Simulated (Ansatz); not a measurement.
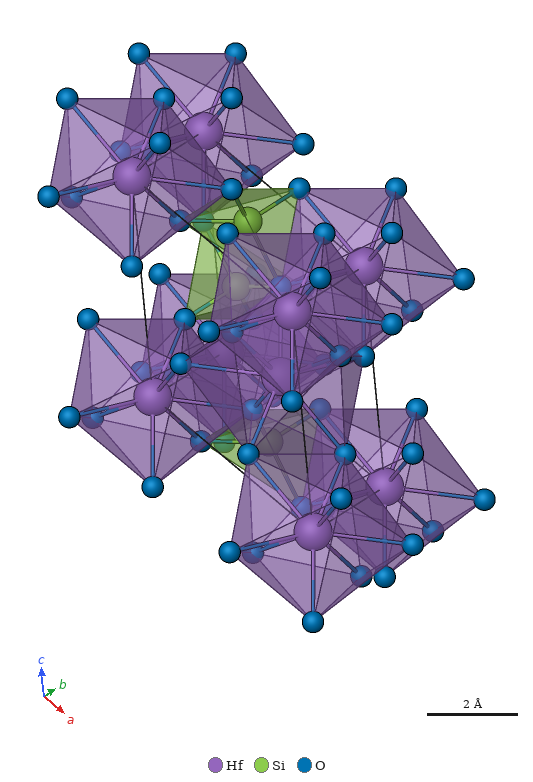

Figure 1. The input geometry (polyhedral view of the cell of the calculation, seen slightly off an axis; polyhedra are completed across the faces of the cell).

# Single-point calculation of HfSiO4

The run: single-point calculation of HfSiO4 (12 atoms in the cell). Method and program: DFT PBE, scalar-relativistic, plane waves, PAW, no spin polarisation (Ansatz 0.2.0).

The structure derives from a Materials Project entry. It belongs to a series of runs on one base structure; here: band edges sought over the zone.

Input file:
```yaml
crystal:
  lattice:
    - [-3.322452518, 3.322452518, 3.0074739819]
    - [3.322452518, -3.322452518, 3.0074739819]
    - [3.322452518, 3.322452518, -3.0074739819]
  atoms:
    - { symbol: Hf, position: [0.0, 0.0, 0.0] }
    - { symbol: Hf, position: [0.75, 0.25, 0.5] }
    - { symbol: Si, position: [0.25, 0.75, 0.5] }
    - { symbol: Si, position: [0.5, 0.5, 0.0] }
    - { symbol: O, position: [0.1347298301, 0.3189388944, 0.8157909357] }
    - { symbol: O, position: [0.0689388944, 0.7531479587, 0.6842090643] }
    - { symbol: O, position: [0.0689388944, 0.3847298301, 0.3157909357] }
    - { symbol: O, position: [0.5031479587, 0.3189388944, 0.1842090643] }
    - { symbol: O, position: [0.6810611056, 0.4968520413, 0.8157909357] }
    - { symbol: O, position: [0.6152701699, 0.9310611056, 0.6842090643] }
    - { symbol: O, position: [0.2468520413, 0.9310611056, 0.3157909357] }
    - { symbol: O, position: [0.6810611056, 0.8652701699, 0.1842090643] }
basis:
  ecutwfc: 420
  xc_grid: 2
kpoints:
  mp_grid: { grid: [6, 6, 6] }
  band_path: { path: [VBM, CBM], npoints: 2 }
hamiltonian:
  xc: pbe
scf:
  occupations: { method: gaussian, width: 0.02 }
output:
  forces: true
  stress: true
  eigenvalues: true
```

Launch command:
```bash
ansatz run input.yaml --threads 8 --pin off --max-ram 16384MiB --backend cpu --events-out ev --progress --plain --runs-dir out
```

Log:
```
Engine: ansatz 0.2.0, aarch64-unknown-linux-gnu
Pseudopotentials: kind: paw
Pseudopotential: Hf, paw, valence charge 26, recommended cutoff 420 eV (normal), Hf.paw.azcp
Pseudopotential: Si, paw, valence charge 4, recommended cutoff 420 eV (normal), Si.paw.azcp
Pseudopotential: O, paw, valence charge 6, recommended cutoff 420 eV (normal), O.paw.azcp
Functional definition: PBE
  parameter kappa = 0.804
  parameter beta = 0.06672455060314922
  exchange = pbe_x(kappa = kappa, mu = beta*pi^2/3)
  correlation = pbe_c(beta = beta)
Crystal: 12 atoms, lattice volume = 132.794 Å³
Basis set: ecut = 420 eV, 2547 PW (Γ), exchange–correlation on 80×80×80 points (8 copies of the dense FFT grid, shifted against one another)
Bands: 66, of which v1, the nominal top of the filled ones, is band 54 counted from 1 (53 counted from 0)
Symmetry: 16 space group operations
Space group: I41/amd (ITA 141), of the structure as read, at distance tolerance 5.1e-5 Å
k-points: 30 of 216
Non-local potential: Hf, projectors of the file, l = 0: 3, l = 1: 2, l = 2: 2, l = 3: 3
Non-local potential: Si, projectors of the file, l = 0: 2, l = 1: 2, l = 2: 2
Non-local potential: O, projectors of the file, l = 0: 2, l = 1: 2, l = 2: 1
PAW form: soft (Blöchl's): semilocal exchange-correlation on the pseudo side does not see the compensation charge
PAW one-centre angular grid: Hf, 590 points (default); XC on 64 Gauss nodes
PAW one-centre angular grid: Si, 110 points (default); XC on 64 Gauss nodes
PAW one-centre angular grid: O, 110 points (default); XC on 64 Gauss nodes
Initial density: superposition of atomic densities (neutral atoms: chi_scale 0, normalization atom), corrected by the library's trained network
Initial wavefunctions: pseudopotential atomic-orbital guess
Functional: x = pbe(κ = 0.804, μ = 0.2195149727645171), c = pbe(β = 0.06672455060314922)
SCF iter   1: F=—  HF=-37271.744572 eV  |F-HF|=—  |Δ(HF+E_count)|=         —  Δρ=1.96e-3  dr2=3.22e-3  ethr=1.77e-3  ⟨swp⟩=6.1  Hψ=7789  notcnv=0  defer=10
preconditioner: auto → Resta (q_TF=auto, 2.636 Å⁻¹)  ε∞=4.5  [insulator: Δε(μ)=5.303 eV  Ē_g=17.482 eV  σ=0.020 eV  W_gap=1.00  n_scr=42 (ndim 8)  ℏωp=32.9 eV  f_vac=0.051  D(μ)=0.00/eV (n_scr^D=0)  ε∞_Penn≈4.5]
SCF iter   2: F=—  HF=-37271.746831 eV  |F-HF|=—  |Δ(HF+E_count)|=   2.26e-3  Δρ=1.09e-3  dr2=7.31e-4  ethr=2.98e-6  ⟨swp⟩=2.0  Hψ=4076  notcnv=0  defer=116
SCF iter   3: F=—  HF=-37271.747659 eV  |F-HF|=—  |Δ(HF+E_count)|=   8.28e-4  Δρ=2.81e-4  dr2=1.15e-4  ethr=6.77e-7  ⟨swp⟩=2.0  Hψ=3372  notcnv=0  defer=116
SCF iter   4: F=—  HF=-37271.747705 eV  |F-HF|=—  |Δ(HF+E_count)|=   4.58e-5  Δρ=1.12e-4  dr2=2.03e-5  ethr=1.07e-7  ⟨swp⟩=2.0  Hψ=3438  notcnv=0  defer=116
SCF iter   5: F=—  HF=-37271.747732 eV  |F-HF|=—  |Δ(HF+E_count)|=   2.78e-5  Δρ=5.35e-5  dr2=6.21e-6  ethr=1.88e-8  ⟨swp⟩=2.5  Hψ=3147  notcnv=0  defer=116
SCF iter   6: F=—  HF=-37271.747733 eV  |F-HF|=—  |Δ(HF+E_count)|=   3.32e-7  Δρ=2.43e-5  dr2=6.94e-7  ethr=5.75e-9  ⟨swp⟩=2.0  Hψ=3475  notcnv=0  defer=116
SCF iter   7: F=—  HF=-37271.747733 eV  |F-HF|=—  |Δ(HF+E_count)|=   2.56e-7  Δρ=1.09e-5  dr2=1.23e-7  ethr=6.43e-10  ⟨swp⟩=2.0  Hψ=3238  notcnv=0  defer=116
SCF iter   8: F=-37271.747733 eV  HF=-37271.747733 eV  |F-HF|=2.76e-9  |Δ(HF+E_count)|=   2.25e-8  Δρ=1.81e-6  dr2=3.93e-9  ethr=9.26e-11  ⟨swp⟩=9.6  Hψ=7479  notcnv=0
SCF 1 converged in 8 iterations: F = -37271.747733 eV  dr2 = 3.93e-9
  greatest PAW one-centre occupation: 0.999 electrons in one spin orbital (limit 2), on the Hf atom at site 1 (counted from 0), in its partial waves of l = 0
```

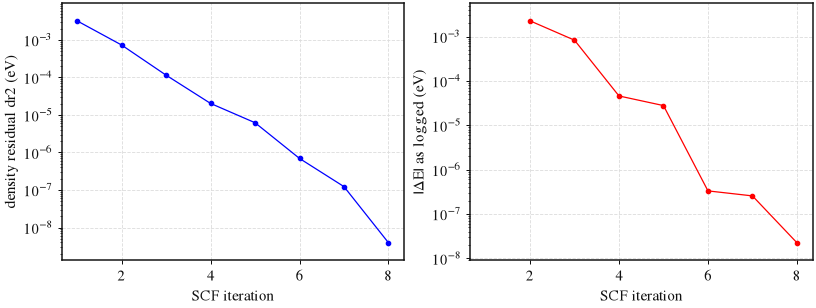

Figure 2. Convergence of the self-consistent field: density residual dr2 and size of the energy change against the SCF iteration. The residual falls at every step.

```
NSCF: frozen V_eff on 30 k-points
NSCF: frozen V_eff on 30 k-points
NSCF: frozen V_eff on 30 k-points
NSCF: frozen V_eff on 30 k-points
NSCF: frozen V_eff on 22 k-points
NSCF: frozen V_eff on 7 k-points
NSCF: frozen V_eff on 23 k-points
NSCF: frozen V_eff on 12 k-points
NSCF: frozen V_eff on 20 k-points
NSCF: frozen V_eff on 1 k-points
NSCF: frozen V_eff on 13 k-points
NSCF: frozen V_eff on 3 k-points
SCF converged after 8 iterations
Free energy (F): -37271.747733 eV
Harris-Foulkes:  -37271.747733 eV  (|F-HF|=2.76e-9)
Internal energy: -37271.747733 eV  (E = F + TS)
E sigma→0 (E₀):  -37271.747733 eV
Fermi energy:    12.291059 eV
--- Per-component energies (eV) ---
  E_band       = -257.671541
  E_kinetic    = 2341.734465
  E_local      = -16119.744831  (includes V_loc(G=0)·N_el)
  E_nonlocal   = -2054.263612
  E_hartree    = 7198.656606
  E_xc         = -1303.166015
  E_vxc        = -1382.677284  (∫ρ·V_xc dr)
  E_paw        = -16146.194249  (= ΣΔE_a)
  E_vpaw       = 2559.948986  (= ΣTr[D̂ρ^β])
  E_aug_tail   = 0.019995  (compensation charges beyond the density's cutoff)
  E_ewald      = -11188.790092
  E_smearing   = -0.000000  (= −TS)
  E_closure    = 0.000000  (closes the sum)
  Σ components = -37271.747733   (vs F -37271.747733, Δ=0.00e0)
--- Forces (eV/Å), atoms counted from 1 ---
  atom   1  Hf     0.00000000     0.00000000     0.00000000
  atom   2  Hf     0.00000000    -0.00000000     0.00000000
  atom   3  Si     0.00000000     0.00000000     0.00000000
  atom   4  Si     0.00000000     0.00000000     0.00000000
  atom   5  O      0.00000000     0.00161841     0.00018667
  atom   6  O     -0.00161841    -0.00000000     0.00018667
  atom   7  O      0.00161841    -0.00000000     0.00018667
  atom   8  O      0.00000000    -0.00161841     0.00018667
  atom   9  O      0.00161841    -0.00000000    -0.00018667
  atom  10  O      0.00000000    -0.00161841    -0.00018667
  atom  11  O     -0.00000000     0.00161841    -0.00018667
  atom  12  O     -0.00161841    -0.00000000    -0.00018667
  max |Σ_I F_I| component: 6.72e-18 eV/Å
--- Stress (GPa, compression-positive) ---
        0.018023       0.000000      -0.000000
        0.000000       0.018023       0.000000
       -0.000000       0.000000      -0.038751
  P = ⅓ Tr σ = -0.0009 GPa (-0.009 kbar)
--- Band table (eV; the first three rows and the last of 30) ---
  k-point 0: bands = ["-50.8908", "-50.8836", "-19.6672", "-19.6672", "-19.5993", "-19.5897", "-19.5074", "-19.5074", "-9.3979", "-8.4041", "-7.6262", "-7.5143", "-7.0498", "-7.0498", "-7.0179", "-7.0179", "-0.7908", "-0.7877", "-0.7839", "-0.7839", "-0.7722", "-0.7722", "-0.7667", "-0.7667", "-0.7666", "-0.7615", "-0.7560", "-0.7560", "-0.7543", "-0.7543", "2.0332", "3.6034", "3.9446", "4.4330", "4.4330", "5.1727", "5.4108", "5.6980", "6.4259", "6.5861", "6.5861", "6.7835", "7.2169", "7.2169", "8.0911", "8.0911", "8.8465", "8.8465", "8.8909", "8.9427", "9.0525", "9.0525", "9.1103", "9.6276", "15.2909", "15.5941", "15.6027", "15.7295", "15.7295", "16.6208", "16.6767", "16.8625", "16.8625", "17.5417", "18.6661", "19.2472"]
  k-point 1: bands = ["-50.8904", "-50.8841", "-19.6723", "-19.6573", "-19.6044", "-19.5829", "-19.5190", "-19.5041", "-9.3062", "-8.4211", "-7.5908", "-7.4928", "-7.1018", "-7.1006", "-7.0820", "-7.0548", "-0.7930", "-0.7866", "-0.7864", "-0.7812", "-0.7764", "-0.7708", "-0.7690", "-0.7673", "-0.7670", "-0.7651", "-0.7631", "-0.7557", "-0.7547", "-0.7516", "2.2523", "3.7736", "4.1093", "4.3727", "4.4443", "5.3683", "5.5773", "5.8638", "5.9458", "6.1890", "6.8139", "7.0326", "7.0407", "7.0991", "8.0771", "8.1660", "8.6679", "8.7392", "8.8139", "8.8345", "8.8923", "8.9474", "9.1141", "9.5162", "15.1975", "15.3770", "15.6386", "15.7174", "16.0747", "16.6549", "16.6694", "16.8643", "17.0397", "17.9717", "18.9242", "19.2589"]
  k-point 2: bands = ["-50.8890", "-50.8854", "-19.6734", "-19.6338", "-19.6297", "-19.5508", "-19.5499", "-19.5057", "-9.0595", "-8.5138", "-7.4976", "-7.4368", "-7.2549", "-7.2188", "-7.1613", "-7.1492", "-0.7939", "-0.7917", "-0.7838", "-0.7835", "-0.7798", "-0.7776", "-0.7754", "-0.7694", "-0.7678", "-0.7669", "-0.7655", "-0.7544", "-0.7527", "-0.7523", "2.8290", "4.0143", "4.3614", "4.5555", "4.5815", "5.4200", "5.5359", "5.6013", "5.9984", "6.1478", "6.6041", "6.8087", "7.1311", "7.3784", "7.6416", "8.1543", "8.3505", "8.4121", "8.5351", "8.7707", "8.8006", "8.8780", "9.0569", "9.2559", "15.0431", "15.0698", "15.7235", "15.7910", "16.3771", "16.4300", "16.9277", "17.3232", "17.4354", "18.5147", "19.0417", "19.1499"]
  k-point 29: bands = ["-50.8872", "-50.8872", "-19.6791", "-19.6791", "-19.5955", "-19.5955", "-19.4971", "-19.4971", "-8.8469", "-8.8469", "-7.6623", "-7.6623", "-7.1212", "-7.1212", "-6.9611", "-6.9611", "-0.7875", "-0.7875", "-0.7844", "-0.7844", "-0.7737", "-0.7737", "-0.7732", "-0.7732", "-0.7675", "-0.7675", "-0.7632", "-0.7632", "-0.7477", "-0.7477", "2.8143", "2.8143", "4.4913", "4.4913", "4.9329", "4.9329", "6.0037", "6.0037", "6.6541", "6.6541", "6.6969", "6.6969", "7.7195", "7.7195", "7.9162", "7.9162", "8.2042", "8.2042", "8.3435", "8.3435", "8.5828", "8.5828", "8.7500", "8.7500", "15.7423", "15.7423", "16.0570", "16.0570", "16.2230", "16.2230", "16.8773", "16.8773", "17.7112", "17.7112", "19.0973", "19.0973"]
```

Key numbers:

| quantity | value |
| --- | --- |
| outcome | converged |
| space group (tolerance 0.01 Å) | I4₁/amd (141) |
| electrons treated | 108 |
| free energy | −37271.7477 eV |
| Fermi energy | 12.291 eV |
| gap on the k-point mesh | 5.33 eV |
| gap on the band path | 5.31 eV |
| pressure | 0.00 GPa |
| largest force (length of the vector) | 0.002 eV/Å |
| hardware | 8 threads of Arm Neoverse V2, 24 GiB of memory available, shared host |
| wall time | 8.6 s (CPU time 59 s) |
| peak memory | 0.8 GiB |

Notes:

Spin–orbit coupling is left out, which matters for Hf.
